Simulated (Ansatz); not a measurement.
Single-point calculation of Zr5N6 (part 1 of 2)

Zr5N6 (slab, 11 atoms in the cell), computed with DFT LDA, scalar-relativistic, plane waves, PAW, no spin polarisation (Ansatz 0.2.0).

The structure derives from an entry of the Crystallography Open Database. It belongs to a series of runs on one base structure; here: functional: lda. Figures and captions count atoms from 1; the log counts them from 0 in places.

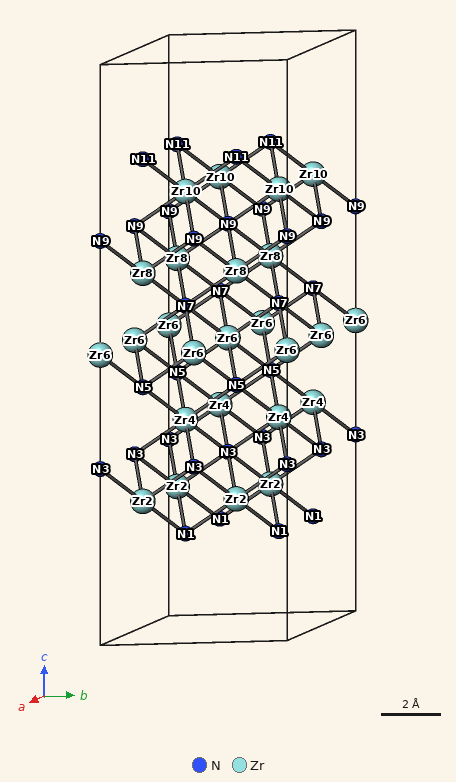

**Figure 1.** The input geometry (ball-and-stick view of the 2 × 2 repeat of the cell, with the vacuum cut short, seen slightly off an axis; atoms are numbered from 1 in the order of the input). An atom can appear more than once, as a periodic image. Near neighbours in the periodic cell (some may lie outside the picture): N has 3 Zr at 2.30 Å; Zr has 6 N at 2.30 Å; N has 6 Zr at 2.30 Å.

Input file
```yaml
crystal:
  lattice:
    - [3.2489094159, 0.0, 0.0]
    - [-1.6244547079, 2.8136380888, 0.0]
    - [0.0, 0.0, 28.2636171491]
  atoms:
    - { symbol: "N", position: [0.3333333333, 0.6666666667, 0.2653588166] }
    - { symbol: Zr, position: [0.6666666667, 0.3333333333, 0.3122870533] }
    - { symbol: "N", position: [0.0, 0.0, 0.35921529] }
    - { symbol: Zr, position: [0.3333333333, 0.6666666667, 0.4061435266] }
    - { symbol: "N", position: [0.6666666667, 0.3333333333, 0.4530717633] }
    - { symbol: Zr, position: [0.0, 0.0, 0.5] }
    - { symbol: "N", position: [0.3333333333, 0.6666666667, 0.5469282367] }
    - { symbol: Zr, position: [0.6666666667, 0.3333333333, 0.5938564734] }
    - { symbol: "N", position: [0.0, 0.0, 0.64078471] }
    - { symbol: Zr, position: [0.3333333333, 0.6666666667, 0.6877129467] }
    - { symbol: "N", position: [0.6666666667, 0.3333333333, 0.7346411834] }
basis:
  ecutwfc: 420
kpoints:
  mp_grid: { grid: [12, 12, 1] }
hamiltonian:
  xc: lda
scf:
  occupations: { method: gaussian, width: 0.1 }
output:
  forces: true
  stress: true
  eigenvalues: true
  write_density: true
  write_potential: true
  elf: true
  volumetric_format: npy
efield:
  axis: 3
  dipole_correction: true
  ramp_width: 0.04
```

Launched with:
```bash
ansatz run input.yaml --threads 1 --pin off --max-ram 2560MiB --backend cpu --events-out ev --progress --plain --runs-dir out
```

Output
```
Engine: ansatz 0.2.0, x86_64-unknown-linux-gnu
Pseudopotentials: kind: paw
Pseudopotential: N, paw, valence charge 5, recommended cutoff 420 eV (normal), N.paw.azcp
Pseudopotential: Zr, paw, valence charge 12, recommended cutoff 420 eV (normal), Zr.paw.azcp
Functional definition: SPW92
  exchange = slater_x
  correlation = pw_c
Crystal: 11 atoms, lattice volume = 258.365 Å³
Basis set: ecut = 420 eV, 5147 PW (Γ)
Bands: 56, of which v1, the nominal top of the filled ones, is band 45 counted from 1 (44 counted from 0)
Symmetry: 6 space group operations
k-points: 19 of 144 (time reversal used)
Non-local potential: N, projectors of the file, l = 0: 2, l = 1: 2, l = 2: 1
Non-local potential: Zr, projectors of the file, l = 0: 3, l = 1: 2, l = 2: 2, l = 3: 2
PAW form: soft (Blöchl's): semilocal exchange-correlation on the pseudo side does not see the compensation charge
PAW frozen core: N, regenerated for the run's functional, and the local potential with it (the file was generated under x = pbe(κ = 0.804, μ = 0.2195149727645171), c = pbe(β = 0.06672455060314922))
PAW frozen core: Zr, regenerated for the run's functional, and the local potential with it (the file was generated under x = pbe(κ = 0.804, μ = 0.2195149727645171), c = pbe(β = 0.06672455060314922))
PAW one-centre angular grid: N, 110 points (default); XC on 64 Gauss nodes
PAW one-centre angular grid: Zr, 590 points (default); XC on 64 Gauss nodes
Initial density: superposition of atomic densities (neutral atoms: chi_scale 0, normalization atom), corrected by the library's trained network
Initial wavefunctions: pseudopotential atomic-orbital guess
Functional: x = slater, c = lda
SCF iter   1: F=—  HF=-22645.219662 eV  |F-HF|=—  |Δ(HF+E_count)|=         —  Δρ=1.23e-2  dr2=2.40e0  ethr=1.77e-3  p=0.000 e·Å  D=3.16e-13 V/Å  ΔV_dip=-0.00 eV  dr2_dipole=1.61e-7  V_vac-E_F(+/−)=8.25/8.25 eV  ⟨swp⟩=6.7  Hψ=4955  notcnv=0  defer=2
efield: sawtooth ramp at fractional position 0.9800 (placed from the atoms, in the widest stretch of the axis that holds none; the zero of the levels goes with the place), width 0.0400; the density the first Hamiltonian is built on has a dipole p = 0.000 e·Å; the dipole correction subtracts the counter field D = 3.16e-13 V/Å, which shifts the + side's vacuum level by -0.00 eV against the − side's; the planar-averaged density in the ramp window peaks in size at 6.0e-5 e/Å³
preconditioner: auto → LDOS  [metal: Δε(μ)=0.051 eV  Ē_g=8.236 eV  σ=0.100 eV  W_gap=0.28  n_scr=50 (ndim 8)  ℏωp=16.3 eV  f_vac=0.448  D(μ)=4.46/eV (n_scr^D=14)  β→1.0]
SCF iter   2: F=—  HF=-22645.139112 eV  |F-HF|=—  |Δ(HF+E_count)|=   8.06e-2  Δρ=1.18e-2  dr2=2.77e0  ethr=1.77e-3  p=-0.000 e·Å  D=-1.58e-5 V/Å  ΔV_dip=0.00 eV  dr2_dipole=6.35e-8  V_vac-E_F(+/−)=8.24/8.24 eV  ⟨swp⟩=2.5  Hψ=1696  notcnv=0  defer=69
SCF iter   3: F=—  HF=-22645.053367 eV  |F-HF|=—  |Δ(HF+E_count)|=   8.57e-2  Δρ=2.60e-3  dr2=1.70e-1  ethr=1.77e-3  p=-0.000 e·Å  D=-8.29e-6 V/Å  ΔV_dip=0.00 eV  dr2_dipole=8.50e-11  V_vac-E_F(+/−)=8.31/8.31 eV  ⟨swp⟩=1.9  Hψ=1212  notcnv=0  defer=64
SCF iter   4: F=—  HF=-22645.053106 eV  |F-HF|=—  |Δ(HF+E_count)|=   2.61e-4  Δρ=1.42e-3  dr2=2.23e-2  ethr=1.89e-4  p=-0.000 e·Å  D=-4.64e-6 V/Å  ΔV_dip=0.00 eV  dr2_dipole=3.59e-7  V_vac-E_F(+/−)=8.35/8.35 eV  ⟨swp⟩=1.2  Hψ=1185  notcnv=0  defer=65
SCF iter   5: F=—  HF=-22645.050015 eV  |F-HF|=—  |Δ(HF+E_count)|=   3.09e-3  Δρ=4.75e-4  dr2=9.69e-4  ethr=2.48e-5  p=-0.000 e·Å  D=-2.73e-6 V/Å  ΔV_dip=0.00 eV  dr2_dipole=5.18e-8  V_vac-E_F(+/−)=8.36/8.36 eV  ⟨swp⟩=2.0  Hψ=1458  notcnv=0  defer=65
SCF iter   6: F=—  HF=-22645.050136 eV  |F-HF|=—  |Δ(HF+E_count)|=   1.21e-4  Δρ=2.66e-4  dr2=7.92e-4  ethr=1.08e-6  p=-0.000 e·Å  D=-2.18e-6 V/Å  ΔV_dip=0.00 eV  dr2_dipole=8.75e-10  V_vac-E_F(+/−)=8.37/8.37 eV  ⟨swp⟩=2.9  Hψ=1734  notcnv=0  defer=65
SCF iter   7: F=—  HF=-22645.050089 eV  |F-HF|=—  |Δ(HF+E_count)|=   4.68e-5  Δρ=1.57e-4  dr2=2.57e-4  ethr=8.80e-7  p=-0.000 e·Å  D=-1.03e-6 V/Å  ΔV_dip=0.00 eV  dr2_dipole=4.96e-10  V_vac-E_F(+/−)=8.37/8.37 eV  ⟨swp⟩=1.9  Hψ=1159  notcnv=0  defer=65
SCF iter   8: F=—  HF=-22645.050063 eV  |F-HF|=—  |Δ(HF+E_count)|=   2.61e-5  Δρ=4.40e-5  dr2=1.87e-5  ethr=2.85e-7  p=-0.000 e·Å  D=-3.79e-7 V/Å  ΔV_dip=0.00 eV  dr2_dipole=6.99e-13  V_vac-E_F(+/−)=8.37/8.37 eV  ⟨swp⟩=2.1  Hψ=1338  notcnv=0  defer=65
SCF iter   9: F=—  HF=-22645.050054 eV  |F-HF|=—  |Δ(HF+E_count)|=   9.33e-6  Δρ=9.94e-6  dr2=6.07e-7  ethr=2.08e-8  p=-0.000 e·Å  D=-1.67e-8 V/Å  ΔV_dip=0.00 eV  dr2_dipole=5.09e-11  V_vac-E_F(+/−)=8.37/8.37 eV  ⟨swp⟩=2.1  Hψ=1576  notcnv=0  defer=65
SCF iter  10: F=-22645.050054 eV  HF=-22645.050054 eV  |F-HF|=1.47e-8  |Δ(HF+E_count)|=   9.65e-8  Δρ=1.33e-6  dr2=1.79e-8  ethr=1.11e-10  p=-0.000 e·Å  D=-2.09e-8 V/Å  ΔV_dip=0.00 eV  dr2_dipole=3.98e-12  V_vac-E_F(+/−)=8.37/8.37 eV  ⟨swp⟩=23.2  Hψ=10384  notcnv=0
SCF 1 converged in 10 iterations: F = -22645.050054 eV  dr2 = 1.79e-8
  greatest PAW one-centre occupation: 0.997 electrons in one spin orbital (limit 2), on the Zr atom at site 5 (counted from 0), in its partial waves of l = 0
```

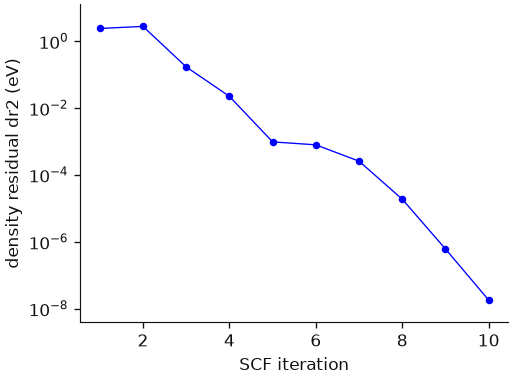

**Figure 2.** Convergence of the self-consistent field: density residual dr2 against the SCF iteration. The residual falls almost steadily, with no more than small rises.

```
WARN: The output density's exchange-correlation potential varies sharply where the density is thin. Do not read a vacuum level from v_tot or v_xc, or from such a field of the output density. On a cell that repeats whose density bears no net charge and no dipole along the vacuum's axis use v_es (v_loc + v_h of the components); under efield.dipole_correction with no amplitude use v_es + v_field, which holds any external_charges[].barrier, or the levels of the report's work_function block, which leave it out; under a non-zero efield.amplitude the vacuum is tilted and has no level; on a cell that repeats and bears such a dipole with no correction it is tilted too, and efield.dipole_correction with no amplitude gives each side of its ramp a level where efield: is served; in a cell that repeats whose density bears a net charge (total_charge, or a fill off its count) it is curved and has none; of a slab under crystal.periodic whose density bears no net charge use v_es, which has a level on each side, short of where the two are joined; of another it falls or rises all the way out and has none; of a slab beside external_charges read slab_vacuum_level instead, which it has where they leave it neutral. The grid or the basis barely resolves most such structure, and the values can differ between equally converged runs; as a rule a tighter scf.convergence.dr2_threshold does not remove it. Where the density itself ripples (under the LDA too) a higher basis.ecutwfc lessens it. The files hold the spikes' plane waves up to the density's cutoff. Files: v_tot_of_output_density and the like, and their columns of v_z.tsv (output.write_potential); v_xc_of_output_density and the like, and their columns of v_comp_z.tsv (output.write_potential_components). Measured: with its Gaussian average of σ = 0.25 Å subtracted twice, the exchange-correlation potential is over 0.1 eV at 62 of the grid points where the equally averaged density (valence and model cores) is under 1e-3 e/Å³, and 0.175 eV at the most among them, at an averaged density of 9.6e-7 e/Å³. The input density's (outcome.potential() and, of a run that writes arrays, v_tot and v_xc) is over 0.1 eV, so measured, at 64 points of its own thin density, 0.179 eV at the most. See output.write_potential in the manual, Limitations
SCF converged after 10 iterations
Free energy (F): -22645.050054 eV
Harris-Foulkes:  -22645.050054 eV  (|F-HF|=1.47e-8)
Internal energy: -22645.018158 eV  (E = F + TS)
E sigma→0 (E₀):  -22645.034106 eV
Entropy (-TS):   -0.031896 eV (-2.900 meV/atom)
Fermi energy:    3.772138 eV
Dipole field:    D = -0.000002 V/Å  (p = -0.000003 e·Å, saw-weighted, corrected)
Work function:   Φ+ = 8.3740 eV   Φ− = 8.3739 eV
Levels:          The Fermi level and band energies are counted from a zero that moves with the ramp; work functions are not
--- Per-component energies (eV) ---
  E_band       = -1248.565137
  E_kinetic    = 2442.689497
  E_local      = -99093.750332  (includes V_loc(G=0)·N_el)
  E_nonlocal   = 690.729635
  E_hartree    = 48327.006987
  E_xc         = -1162.278560
  E_vxc        = -1412.986997  (∫ρ·V_xc dr)
  E_paw        = -14947.226392  (= ΣΔE_a)
  E_vpaw       = -529.302340  (= ΣTr[D̂ρ^β])
  E_aug_tail   = 0.000620  (compensation charges beyond the density's cutoff)
  E_efield     = 0.000000  (sawtooth field / dipole correction)
  E_vefield    = 0.000000  (∫n·V_field dr)
  E_ewald      = 41095.478119
  E_core_change = 2.332269  (= ΣΔE_core)
  E_smearing   = -0.031896  (= −TS)
  E_closure    = -0.000000  (closes the sum)
  Σ components = -22645.050054   (vs F -22645.050054, Δ=0.00e0)
--- Forces (eV/Å), atoms counted from 1 ---
  atom   1  N     -0.00000000     0.00000000     5.33692831
  atom   2  Zr     0.00000000     0.00000000    -6.08791905
  atom   3  N     -0.00000000    -0.00000000     1.22598779
  atom   4  Zr    -0.00000000    -0.00000000     0.26937862
  atom   5  N      0.00000000     0.00000000    -0.16053288
  atom   6  Zr    -0.00000000    -0.00000000     0.00000020
  atom   7  N     -0.00000000    -0.00000000     0.16053338
  atom   8  Zr     0.00000000     0.00000000    -0.26937895
  atom   9  N      0.00000000     0.00000000    -1.22598965
  atom  10  Zr    -0.00000000    -0.00000000     6.08792333
  atom  11  N      0.00000000     0.00000000    -5.33693056
  max |Σ_I F_I| component: 5.42e-7 eV/Å
--- Stress (GPa, compression-positive) ---
       -6.421981       0.000000       0.000000
        0.000000      -6.421981       0.000000
        0.000000       0.000000     -10.512961
  P = ⅓ Tr σ = -7.7856 GPa (-77.856 kbar)
--- Band table (eV; the first three rows and the last of 19) ---
```
